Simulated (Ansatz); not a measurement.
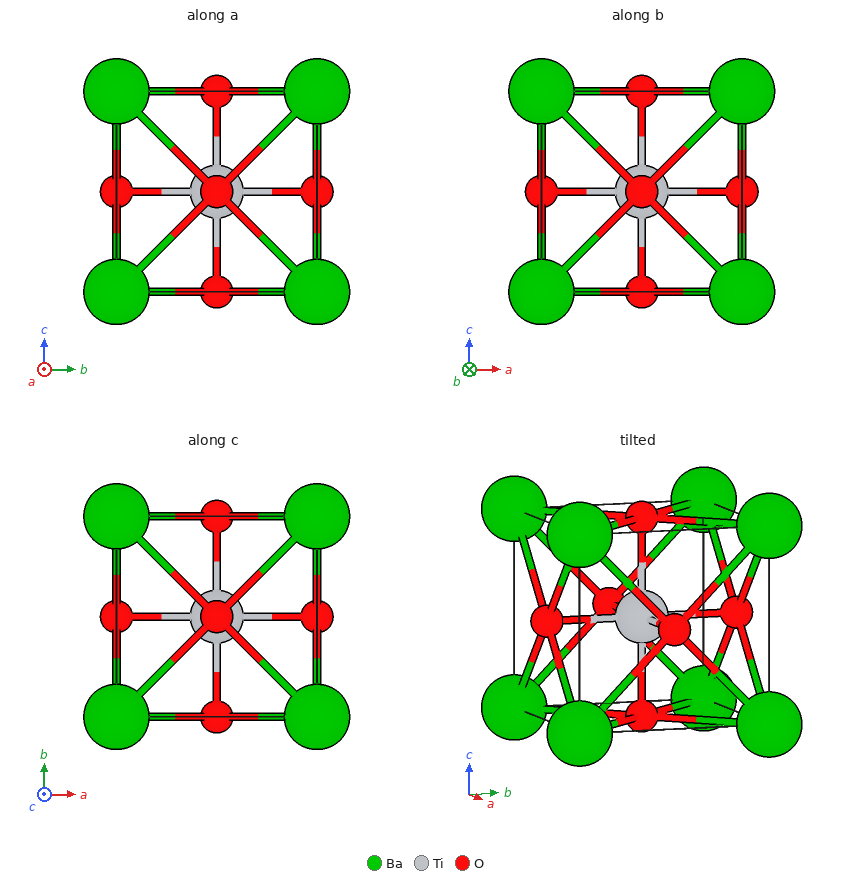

We look at a ball-and-stick model of the crystal along the a axis, along the b axis, along the c axis and slightly off an axis. Lines trace the edges of the conventional unit cell.

Lattice parameters: a = 3.9826 Å, b = 3.9826 Å, c = 3.9826 Å, α = 90.000°, β = 90.000°, γ = 90.000°.

Question: Give the structure in the form of a CIF with its space group and independent sites.

Answer:
```cif
data_structure
_symmetry_space_group_name_H-M 'P m -3 m'
_symmetry_Int_Tables_number 221
_cell_length_a 3.9826
_cell_length_b 3.9826
_cell_length_c 3.9826
_cell_angle_alpha 90.000
_cell_angle_beta 90.000
_cell_angle_gamma 90.000
_cell_volume 63.17
loop_
_atom_site_label
_atom_site_type_symbol
_atom_site_symmetry_multiplicity
_atom_site_Wyckoff_symbol
_atom_site_fract_x
_atom_site_fract_y
_atom_site_fract_z
_atom_site_occupancy
Ba1 Ba 1 a 0.0000 0.0000 0.0000 1
Ti1 Ti 1 b 0.5000 0.5000 0.5000 1
O1 O 3 c 0.5000 0.5000 0.0000 1
```

The structure was taken from a structure type filled with these elements by a generator (whether the compound takes this form wasn't checked). Earlier steps of the study may have refined or changed the cell and positions. It was run through Ansatz as a DFT input.
